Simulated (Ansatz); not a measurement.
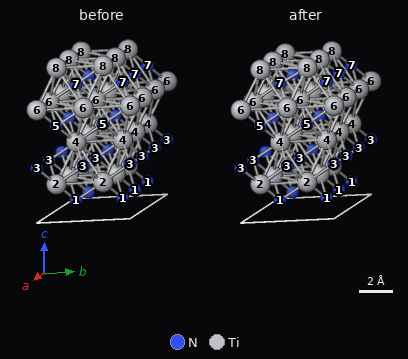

The structure of a slab of composition TiN (cut from the Fm-3m phase) before (left) and after (right) a constrained relaxation, at one scale.

A ball-and-stick model of the 3 × 2 repeat of the cell, outlined in the plane, without the vacuum, seen slightly off an axis.

Case: clean slab, lower half held. The slab is the (1 1 1) face of TiN. 4 atoms are held fixed.

Method: DFT PBEsol, scalar-relativistic, plane waves, PAW in Ansatz. Set-up: plane-wave cutoff 420 eV; k-point mesh 12 × 12 × 1; occupations gaussian; smearing width 0.1 eV; no spin polarisation; dipole correction; atoms relaxed in a fixed cell; force threshold 0.03 eV/Å; at most 70 steps.

Q: Describe what moved and what it gained.

A: Ti8 moves most: 0.12 Å along the normal (−c). Largest moves by element: Ti 0.12 Å, N 0.04 Å. The lattice vectors keep their values. Near-neighbour distances that change, for instance: Ti6–Ti8 2.973 → 2.870 Å, N7–Ti8 2.102 → 2.017 Å, Ti6–N7 2.102 → 2.118 Å, N5–Ti6 2.102 → 2.112 Å. Among the angles between lasting bonds that change: Ti8–N7–Ti8 90.0° → 95.0°, Ti6–N7–Ti8 180.0° → 175.8°, Ti6–N7–Ti8 90.0° → 87.9°. After 5 geometry steps the energy has fallen by 0.112 eV per cell of the calculation. Largest force component: 1.4 eV/Å at the start, 0.0011 eV/Å at the end. Cost: 52 s on 2 threads of Intel(R) Xeon(R) Platinum 8488C (Sapphire Rapids), on a shared host, peak memory 0.55 GiB.
